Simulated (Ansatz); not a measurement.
## Electronic structure of SiC7 in real space

The calculation's input:

```
crystal:
  lattice:
    - [-3.815364, -3.815352, 3.3e-05]
    - [-1.1e-05, 3.815331, 3.815336]
    - [-3.778027, 3.778048, -3.778043]
  atoms:
    - { symbol: C, position: [0.5165471796, 0.0317536343, 0.0057567923] }
    - { symbol: C, position: [0.0087563423, 0.0064696078, 0.9979375055] }
    - { symbol: C, position: [0.8425072303, 0.1885728755, 0.6874154576] }
    - { symbol: C, position: [0.3316499153, 0.159242035, 0.6646045031] }
    - { symbol: C, position: [0.6799998288, 0.3254883722, 0.3540820287] }
    - { symbol: C, position: [0.1362431156, 0.3188560222, 0.3390890849] }
    - { symbol: C, position: [0.5186588248, 0.4822080125, 0.9726639497] }
    - { symbol: C, position: [0.979421965, 0.4879967161, 0.0207480246] }
    - { symbol: C, position: [0.8491387585, 0.6514476652, 0.6724218188] }
    - { symbol: C, position: [0.2974843501, 0.6493375158, 0.6393301526] }
    - { symbol: C, position: [0.6857851535, 0.8705117355, 0.3059974972] }
    - { symbol: C, position: [0.16152842, 0.8363494446, 0.3312719871] }
    - { symbol: C, position: [0.340216941, 0.1659435698, 0.9060633493] }
    - { symbol: C, position: [0.8385589396, 0.1794887384, 0.9269698012] }
    - { symbol: C, position: [0.6748617887, 0.3294347712, 0.5936349378] }
    - { symbol: C, position: [0.1501741102, 0.3252449903, 0.5823468269] }
    - { symbol: C, position: [0.9885057425, 0.493133662, 0.260301788] }
    - { symbol: C, position: [0.8427473873, 0.6589916918, 0.9156784809] }
    - { symbol: C, position: [0.1596583441, 0.8277781016, 0.5727318411] }
    - { symbol: C, position: [0.5090009822, 0.017820306, 0.2490136208] }
    - { symbol: C, position: [0.0020490864, 0.0083349935, 0.2393977537] }
    - { symbol: Si, position: [0.4998289877, 0.4985978512, 0.2464362389] }
    - { symbol: Si, position: [0.3327017431, 0.6681659628, 0.913101873] }
    - { symbol: Si, position: [0.6693958656, 0.8352942089, 0.5797685419] }
basis:
  ecutwfc: 420
kpoints:
  mp_grid: { grid: [5, 5, 4] }
hamiltonian:
  xc: pbe
scf:
  occupations: { method: gaussian, width: 0.02 }
  n_extra_bands: 12
output:
  forces: true
  stress: true
  eigenvalues: true
  populations: true
  dos:
    method: { smearing: { sigma: 0.1, scheme: gaussian } }
    projected: true
    de: 0.02
  write_density: true
  write_potential: true
  elf: true
  volumetric_format: npy
```

Launched as:

```sh
ansatz run input.yaml --threads 4 --pin off --max-ram 9216MiB --backend cpu --events-out ev --progress --plain --runs-dir out
```

Below, planes, directions and counts refer to the conventional cell (a = 5.40 Å, b = 5.40 Å, c = 6.54 Å, α = 90.00°, β = 90.00°, γ = 120.00°).

Space group P3₁; a generated structure, not necessarily the stable one.

The calculation used DFT PBE, scalar-relativistic, plane waves, PAW in Ansatz 0.2.0.

In a PAW calculation such maps are meaningful between the atoms, not at the nuclei.

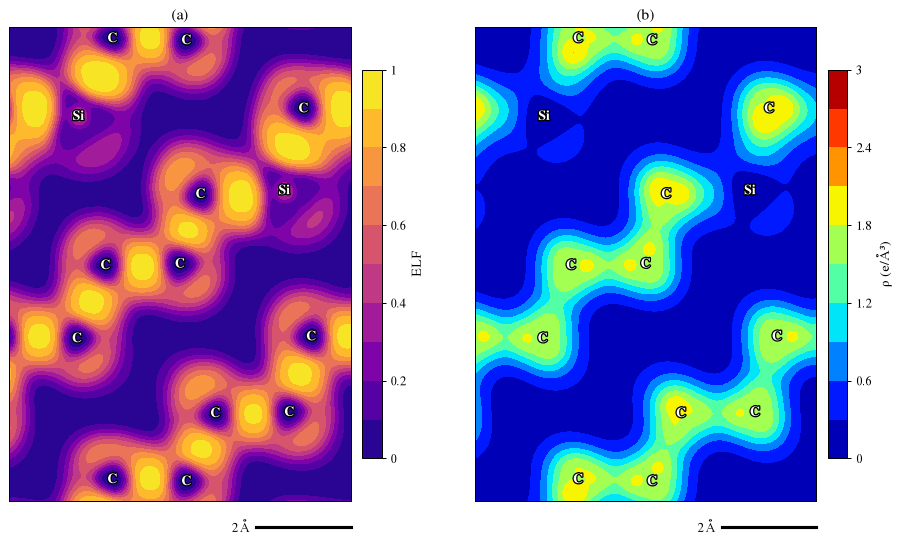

Figure 1. (a) electron localisation function; (b) valence electron density on the (110) plane of the conventional cell.

**Describe what can be read from this map.**

The section cuts through C and Si sites.
C–C (1.57 Å): ρ at the midpoint is about 1.5 e/Å³; the ELF peaks at about 0.95 between the atoms (localised, covalent bonding).
Si–C (1.78 Å): ρ at the midpoint is about 1.1 e/Å³; the ELF peaks at about 0.95 between the atoms, as expected for localised, covalent bonding.

C–C (1.67 Å): the density is about 1.3 e/Å³ at the midpoint; the ELF peaks at about 0.95 between the atoms (localised, covalent bonding).
Between the atoms the lowest density in this plane is 0.07 e/Å³.

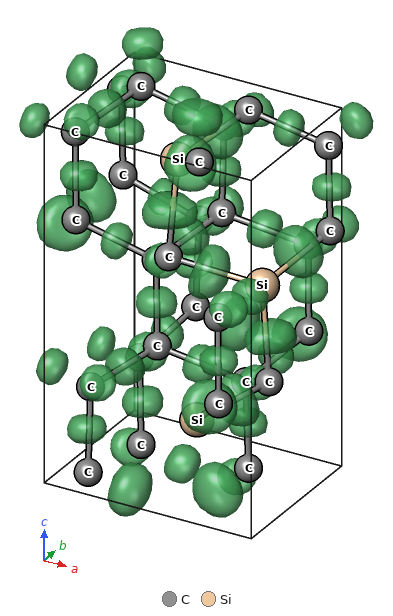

Figure 2. Isosurface of the ELF at 0.85 (green), seen slightly off an axis. Only the valence region is drawn (cores and ρ < 0.01 e/Å³ removed). Sticks mark near contacts.

**Describe the localisation domains.**

At this value the surface marks out 36 regions between bonded C–C atoms (shared pairs) and twelve regions between bonded C–Si atoms (shared pairs), counted in one cell of 24 atoms. Regions shared between cells count once. Profiles from the grid: C–C (1.54 Å): the ELF peaks at about 0.95 between the atoms, as expected for a shared electron pair.

**Does the calculation make it a metal, or give it a gap?**

It is gapped, with a Kohn–Sham gap of 2.6 eV on the k-point mesh, an upper bound to the gap of this method.
